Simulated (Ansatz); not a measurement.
**Geometry relaxation of Ta12N (part 2 of 2)**

Ta12N (slab, 13 atoms in the cell); DFT PBE, scalar-relativistic, plane waves, PAW, PAW set soft_1, no spin polarisation (Ansatz 0.2.0); cutoff 420 eV, 6×6×1 k-mesh, Gaussian smearing of 0.1 eV. The structure derives from an entry of the Crystallography Open Database. The input holds or restrains some coordinates. Forces given for the steps count only the free coordinates.

**Output, continued**
```
--- Forces (eV/Å), atoms counted from 1 ---
  atom   1  Ta     0.04494294    -0.02594782    -0.18387377
  atom   2  Ta    -0.00000000     0.05189564    -0.18387377
  atom   3  Ta    -0.04494294    -0.02594782    -0.18387377
  atom   4  Ta    -0.00000000    -0.00000000    -0.29906437
  atom   5  Ta    -0.00000000    -0.00000000    -0.21184993
  atom   6  Ta    -0.08022505    -0.04631795    -0.03193997
  atom   7  Ta     0.00000000     0.09263591    -0.03193997
  atom   8  Ta     0.08022505    -0.04631795    -0.03193997
  atom   9  Ta     0.00000000    -0.02682527     0.81079161
  atom  10  Ta    -0.02323136     0.01341263     0.81079161
  atom  11  Ta    -0.00000000    -0.00000000    -1.26765293
  atom  12  Ta     0.02323136     0.01341263     0.81079161
  atom  13  N     -0.00000000     0.00000000    -0.00627054
  max |Σ_I F_I| component: 9.58e-5 eV/Å
--- Band table (eV; the first three rows and the last of 7) ---
  k-point 0: bands = ["-64.0907", "-64.0429", "-63.9861", "-63.9861", "-63.9683", "-63.9395", "-63.8999", "-63.8901", "-63.8901", "-63.8615", "-63.8615", "-63.8189", "-31.0196", "-30.9457", "-30.9457", "-30.9311", "-30.8857", "-30.8800", "-30.8800", "-30.8596", "-30.8421", "-30.8421", "-30.6273", "-30.5267", "-30.4898", "-30.4898", "-30.4374", "-30.3966", "-30.3966", "-30.3328", "-30.3328", "-30.3158", "-30.2644", "-30.2644", "-30.2338", "-30.1943", "-30.1943", "-30.1816", "-30.1348", "-30.1348", "-30.1256", "-30.1061", "-30.1031", "-30.1031", "-30.0708", "-30.0708", "-29.9829", "-29.9829", "-10.5783", "-3.6703", "-1.9541", "-1.2441", "-1.2441", "-1.1294", "-0.7483", "-0.3491", "-0.3491", "-0.3354", "0.0446", "0.0446", "0.0841", "0.6899", "0.6899", "0.7638", "1.1521", "1.1521", "2.1075", "2.2332", "2.2332", "2.2389", "3.2507", "3.3685", "3.3685", "3.6583", "3.7708", "3.8725", "3.8725", "3.9185", "4.1255", "4.1255", "4.3420", "4.3420", "4.3975", "4.4224", "4.4476", "4.4476", "4.6414", "4.6414", "5.1219", "5.1731", "5.1731", "5.4801", "5.4801", "5.4973", "6.1621", "6.4422", "6.4422"]
  k-point 1: bands = ["-64.0899", "-64.0390", "-63.9890", "-63.9861", "-63.9694", "-63.9370", "-63.8978", "-63.8928", "-63.8901", "-63.8636", "-63.8615", "-63.8196", "-30.9837", "-30.9186", "-30.9112", "-30.9027", "-30.8640", "-30.8557", "-30.8476", "-30.8297", "-30.8157", "-30.7980", "-30.6270", "-30.5463", "-30.5117", "-30.5049", "-30.4303", "-30.3911", "-30.3893", "-30.3568", "-30.3421", "-30.3170", "-30.3040", "-30.2845", "-30.2423", "-30.1973", "-30.1788", "-30.1784", "-30.1603", "-30.1566", "-30.1538", "-30.1400", "-30.1223", "-30.1174", "-30.0830", "-30.0725", "-30.0328", "-29.9923", "-10.5493", "-3.4473", "-1.7851", "-1.2375", "-1.1200", "-0.9289", "-0.6101", "-0.3774", "-0.1808", "-0.1654", "0.1110", "0.2100", "0.2994", "0.7989", "0.8459", "0.9123", "1.2001", "1.2469", "2.1355", "2.1867", "2.2601", "2.3053", "3.1442", "3.3615", "3.3766", "3.5052", "3.5871", "3.6517", "3.6567", "3.7550", "3.9102", "4.1996", "4.2433", "4.2460", "4.3026", "4.3465", "4.4186", "4.4537", "4.4847", "4.6715", "4.8006", "4.8543", "5.0181", "5.1523", "5.2998", "5.3494", "5.9565", "6.1163", "6.3900"]
  k-point 2: bands = ["-64.0882", "-64.0282", "-63.9983", "-63.9861", "-63.9710", "-63.9305", "-63.9023", "-63.8902", "-63.8895", "-63.8694", "-63.8615", "-63.8209", "-30.8998", "-30.8602", "-30.8513", "-30.8133", "-30.7994", "-30.7994", "-30.7738", "-30.7578", "-30.7514", "-30.6723", "-30.6309", "-30.5776", "-30.5506", "-30.5494", "-30.4339", "-30.4119", "-30.3990", "-30.3817", "-30.3744", "-30.3545", "-30.3423", "-30.3231", "-30.2845", "-30.2723", "-30.2359", "-30.2340", "-30.2076", "-30.1690", "-30.1676", "-30.1534", "-30.1526", "-30.1362", "-30.1178", "-30.0934", "-30.0780", "-30.0183", "-10.4912", "-2.8387", "-1.5844", "-1.1119", "-0.8371", "-0.6544", "-0.4963", "-0.0994", "0.2000", "0.2447", "0.3377", "0.5542", "0.7305", "1.0427", "1.2605", "1.3528", "1.4260", "1.5867", "2.0148", "2.2649", "2.3038", "2.3882", "2.7565", "2.9057", "2.9167", "2.9927", "3.2145", "3.3180", "3.5921", "3.6006", "3.6616", "3.7436", "3.7790", "3.8536", "3.8971", "4.0068", "4.0936", "4.1613", "4.3732", "4.5410", "4.7065", "4.7223", "4.8246", "5.0026", "5.1606", "5.4564", "5.7217", "5.7756", "6.2302"]
  k-point 6: bands = ["-64.0870", "-64.0092", "-64.0088", "-63.9968", "-63.9691", "-63.9170", "-63.9162", "-63.8924", "-63.8776", "-63.8760", "-63.8647", "-63.8216", "-30.7990", "-30.7726", "-30.7686", "-30.7539", "-30.7340", "-30.7271", "-30.6884", "-30.6688", "-30.6588", "-30.6444", "-30.6126", "-30.6052", "-30.5682", "-30.5449", "-30.5408", "-30.5285", "-30.5159", "-30.4957", "-30.3805", "-30.3567", "-30.3454", "-30.3312", "-30.3239", "-30.2714", "-30.2558", "-30.2558", "-30.2190", "-30.2078", "-30.2055", "-30.1781", "-30.1495", "-30.1486", "-30.1480", "-30.1061", "-30.0959", "-30.0735", "-10.4472", "-1.8412", "-1.4407", "-1.3628", "-0.7634", "-0.6742", "-0.2577", "0.1726", "0.2814", "0.6299", "1.2683", "1.2797", "1.2914", "1.3299", "1.5399", "1.6590", "1.9584", "1.9724", "1.9915", "2.0105", "2.0266", "2.2048", "2.2071", "2.3687", "2.5013", "2.5172", "2.6983", "2.9453", "2.9809", "3.0255", "3.0545", "3.2143", "3.3617", "3.4185", "3.5185", "3.6310", "4.0989", "4.3904", "4.4151", "4.5744", "4.7504", "4.8934", "4.9917", "5.1381", "5.2161", "5.4103", "5.7240", "5.8603", "6.0899"]
--- Relaxed structure (4 steps of the walk, 4 accepted, 0 SCFs on fresh bases) ---
  F+E_penalty+E_count = -119573.33889673 eV   max|allowed force component| = 6.271e-3 eV/Å
  atoms:
    - { symbol: Ta, position: [0.3333333333333333, 0.16666666666666666, 0.1969707656] }
    - { symbol: Ta, position: [0.3333333333333333, 0.6666666666666666, 0.1969707656] }
    - { symbol: Ta, position: [0.8333333333333335, 0.16666666666666666, 0.1969707656] }
    - { symbol: Ta, position: [0.8333333333333335, 0.6666666666666666, 0.1969707656] }
    - { symbol: Ta, position: [0.16666666666666669, 0.33333333333333337, 0.31532614480000004] }
    - { symbol: Ta, position: [0.16666666666666657, 0.8333333333333331, 0.31532614480000004] }
    - { symbol: Ta, position: [0.6666666666666667, 0.3333333333333333, 0.31532614480000004] }
    - { symbol: Ta, position: [0.6666666666666667, 0.8333333333333331, 0.31532614480000004] }
    - { symbol: Ta, position: [-1.040149775948204e-18, -1.2810265668969289e-17, 0.433709049] }
    - { symbol: Ta, position: [-5.551115123125783e-17, 0.5, 0.433709049] }
    - { symbol: Ta, position: [0.5, -1.2810265668969289e-17, 0.433709049] }
    - { symbol: Ta, position: [0.49999999999999994, 0.5, 0.433709049] }
    - { symbol: N, position: [0.16666666666666669, 0.33333333333333337, 0.4841704758674568] }
```

**Trajectory as extended XYZ (Å, eV, eV/Å), 4 frames, from step=1 to step=4**
```
13
Lattice="5.9724 0.0000 0.0000 -2.9862 5.1722 0.0000 0.0000 0.0000 20.3076" Properties=species:S:1:pos:R:3:forces:R:3 step=1 energy=-119573.12189
Ta    1.4931    0.8620    4.0000    0.0467  -0.0269  -0.1608
Ta    0.0000    3.4481    4.0000    0.0000   0.0539  -0.1608
Ta    4.4793    0.8620    4.0000   -0.0467  -0.0269  -0.1608
Ta    2.9862    3.4481    4.0000    0.0000   0.0000  -0.2926
Ta    0.0000    1.7241    6.4035    0.0000   0.0000   0.0258
Ta   -1.4931    4.3102    6.4035   -0.0920  -0.0531  -0.0104
Ta    2.9862    1.7241    6.4035    0.0000   0.1062  -0.0104
Ta    1.4931    4.3102    6.4035    0.0920  -0.0531  -0.0104
Ta    0.0000    0.0000    8.8076    0.0000   0.8241   1.4642
Ta   -1.4931    2.5861    8.8076    0.7137  -0.4120   1.4642
Ta    2.9862    0.0000    8.8076    0.0000   0.0000  -1.2128
Ta    1.4931    2.5861    8.8076   -0.7137  -0.4120   1.4642
N     0.0000    1.7241   10.0076    0.0000   0.0000  -2.4015
13
Lattice="5.9724 0.0000 0.0000 -2.9862 5.1722 0.0000 0.0000 0.0000 20.3076" Properties=species:S:1:pos:R:3:forces:R:3 step=2 energy=-119573.33549
Ta    1.4931    0.8620    4.0000    0.0458  -0.0264  -0.1808
Ta    0.0000    3.4481    4.0000    0.0000   0.0529  -0.1808
Ta    4.4793    0.8620    4.0000   -0.0458  -0.0264  -0.1808
Ta    2.9862    3.4481    4.0000    0.0000   0.0000  -0.2995
Ta    0.0000    1.7241    6.4035    0.0000   0.0000  -0.1779
Ta   -1.4931    4.3102    6.4035   -0.0827  -0.0478  -0.0295
Ta    2.9862    1.7241    6.4035    0.0000   0.0955  -0.0295
Ta    1.4931    4.3102    6.4035    0.0827  -0.0478  -0.0295
Ta    0.0000    0.0000    8.8076    0.0000   0.1044   0.8962
Ta   -1.4931    2.5861    8.8076    0.0904  -0.0522   0.8962
Ta    2.9862    0.0000    8.8076    0.0000   0.0000  -1.2653
Ta    1.4931    2.5861    8.8076   -0.0904  -0.0522   0.8962
N     0.0000    1.7241    9.8535    0.0000   0.0000  -0.3133
13
Lattice="5.9724 0.0000 0.0000 -2.9862 5.1722 0.0000 0.0000 0.0000 20.3076" Properties=species:S:1:pos:R:3:forces:R:3 step=3 energy=-119573.33890
Ta    1.4931    0.8620    4.0000    0.0449  -0.0259  -0.1839
Ta    0.0000    3.4481    4.0000    0.0000   0.0519  -0.1839
Ta    4.4793    0.8620    4.0000   -0.0449  -0.0259  -0.1839
Ta    2.9862    3.4481    4.0000    0.0000   0.0000  -0.2991
Ta    0.0000    1.7241    6.4035    0.0000   0.0000  -0.2120
Ta   -1.4931    4.3102    6.4035   -0.0802  -0.0463  -0.0319
Ta    2.9862    1.7241    6.4035    0.0000   0.0926  -0.0319
Ta    1.4931    4.3102    6.4035    0.0802  -0.0463  -0.0319
Ta    0.0000    0.0000    8.8076    0.0000  -0.0271   0.8109
Ta   -1.4931    2.5861    8.8076   -0.0234   0.0135   0.8109
Ta    2.9862    0.0000    8.8076    0.0000   0.0000  -1.2676
Ta    1.4931    2.5861    8.8076    0.0234   0.0135   0.8109
N     0.0000    1.7241    9.8323    0.0000   0.0000  -0.0061
13
Lattice="5.9724 0.0000 0.0000 -2.9862 5.1722 0.0000 0.0000 0.0000 20.3076" Properties=species:S:1:pos:R:3:forces:R:3 step=4 energy=-119573.33890
Ta    1.4931    0.8620    4.0000    0.0449  -0.0259  -0.1839
Ta    0.0000    3.4481    4.0000    0.0000   0.0519  -0.1839
Ta    4.4793    0.8620    4.0000   -0.0449  -0.0259  -0.1839
Ta    2.9862    3.4481    4.0000    0.0000   0.0000  -0.2991
Ta    0.0000    1.7241    6.4035    0.0000   0.0000  -0.2119
Ta   -1.4931    4.3102    6.4035   -0.0802  -0.0463  -0.0319
Ta    2.9862    1.7241    6.4035    0.0000   0.0926  -0.0319
Ta    1.4931    4.3102    6.4035    0.0802  -0.0463  -0.0319
Ta    0.0000    0.0000    8.8076    0.0000  -0.0268   0.8108
Ta   -1.4931    2.5861    8.8076   -0.0232   0.0134   0.8108
Ta    2.9862    0.0000    8.8076    0.0000   0.0000  -1.2677
Ta    1.4931    2.5861    8.8076    0.0232   0.0134   0.8108
N     0.0000    1.7241    9.8323    0.0000   0.0000  -0.0063
```

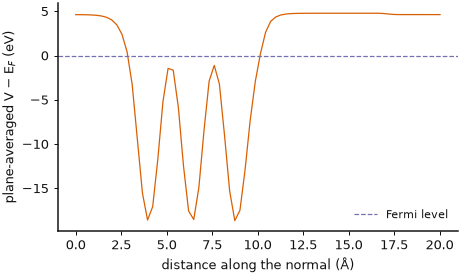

Plane average of the electrostatic potential energy of an electron across the cell, from the Fermi level. The vacuum level lies 4.78 eV above the Fermi level on the upper side and 4.62 eV on the lower.

This output came from the following input.

**The input**
```yaml
crystal:
  lattice:
    - [5.9723607034, 0.0, 0.0]
    - [-2.9861803517, 5.1722160897, 0.0]
    - [0.0, 0.0, 20.3075821353]
  atoms:
    - { symbol: Ta, position: [0.3333333333, 0.1666666667, 0.1969707656] }
    - { symbol: Ta, position: [0.3333333333, 0.6666666667, 0.1969707656] }
    - { symbol: Ta, position: [0.8333333333, 0.1666666667, 0.1969707656] }
    - { symbol: Ta, position: [0.8333333333, 0.6666666667, 0.1969707656] }
    - { symbol: Ta, position: [0.1666666667, 0.3333333333, 0.3153261448] }
    - { symbol: Ta, position: [0.1666666667, 0.8333333333, 0.3153261448] }
    - { symbol: Ta, position: [0.6666666667, 0.3333333333, 0.3153261448] }
    - { symbol: Ta, position: [0.6666666667, 0.8333333333, 0.3153261448] }
    - { symbol: Ta, position: [0.0, 0.0, 0.433709049] }
    - { symbol: Ta, position: [0.0, 0.5, 0.433709049] }
    - { symbol: Ta, position: [0.5, 0.0, 0.433709049] }
    - { symbol: Ta, position: [0.5, 0.5, 0.433709049] }
    - { symbol: "N", position: [0.1666666667, 0.3333333333, 0.4928002787] }
basis:
  ecutwfc: 420
kpoints:
  mp_grid: { grid: [6, 6, 1] }
hamiltonian:
  xc: pbe
  pseudopotentials: { kind: paw, azcp: { folder: soft_1 } }
scf:
  occupations: { method: gaussian, width: 0.1 }
output:
  forces: true
  eigenvalues: true
relax:
  adjacent_minimum: "off"
  f_tol: 0.025
  max_steps: 16
  constraints:
    - { sites: [0, 1, 2, 3, 4, 5, 6, 7, 8, 9, 10, 11] }
    - { sites: [12], fix: xy }
efield:
  axis: 3
  dipole_correction: true
  ramp_width: 0.04
```

Launch command:
```bash
ansatz run input.yaml --threads 4 --pin off --max-ram 12288MiB --backend cpu --events-out ev --progress --plain --runs-dir out
```

**Results in brief**

| quantity | value |
| --- | --- |
| outcome | converged under the restraints of the input |
| electrons treated | 161 |
| free energy | −119573.3389 eV |
| work function, top face | 4.78 eV |
| work function, bottom face | 4.62 eV |
| Fermi energy | 3.750 eV |
| gap on the k-point mesh | none (metallic) |
| final volume | 627.31 Å³ |
| work function (upper face) | 4.78 eV |
| largest force (length of the vector) at the end, held atoms and coordinates included | 1.268 eV/Å |
| hardware | 4 threads of Arm Neoverse V2, 24 GiB of memory available, shared host |
| wall time | 35 s (CPU time 2.3 min) |
| peak memory | 1.5 GiB |

**Remarks**

Spin–orbit coupling is left out, which matters for Ta. The cell holds an odd number of electrons but the run has no spin polarisation, so a band is left half filled.
